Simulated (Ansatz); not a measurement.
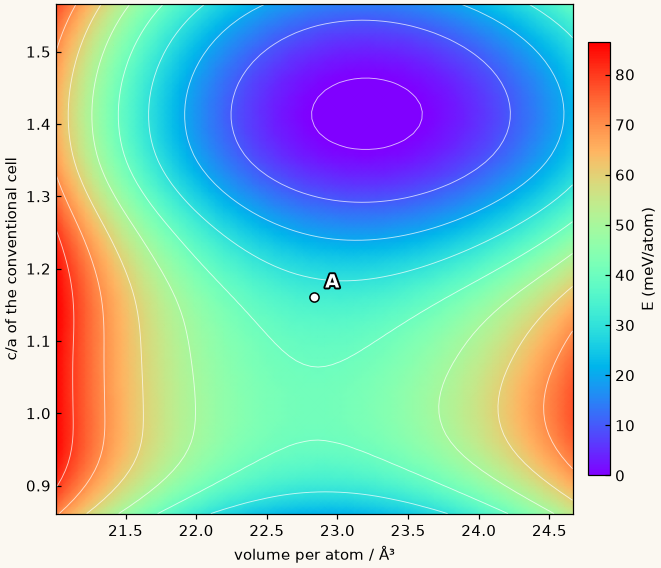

Zr (Im-3m, No. 229; 1 atom in the cell). The energy is mapped over volume and the cell's shape. The first coordinate is: volume per atom; the second: c/a of the conventional cell. Nothing is relaxed (symmetry fixes all fractional coordinates). The grid has 7 × 9 points. Points are written as (first, second). All energies are given in meV/atom relative to the lowest grid point. The calculation used Ansatz, DFT PBE, scalar-relativistic, plane waves, PAW. Settings: cutoff 420 eV, k-mesh 20×20×20, gaussian smearing 0.15 eV, no spin polarisation.

In the figure: a smooth colour map with a few white contour lines, the point A. Between grid points the surface is interpolated.

**Which way does the force act at A, and how strong is it?**

A, at (22.84 Å³, 1.161), is not a stationary point. The computed force is 3.9 meV/atom for each Å³ towards larger values of volume per atom and 111 meV/atom for each unit towards larger values of c/a of the conventional cell.
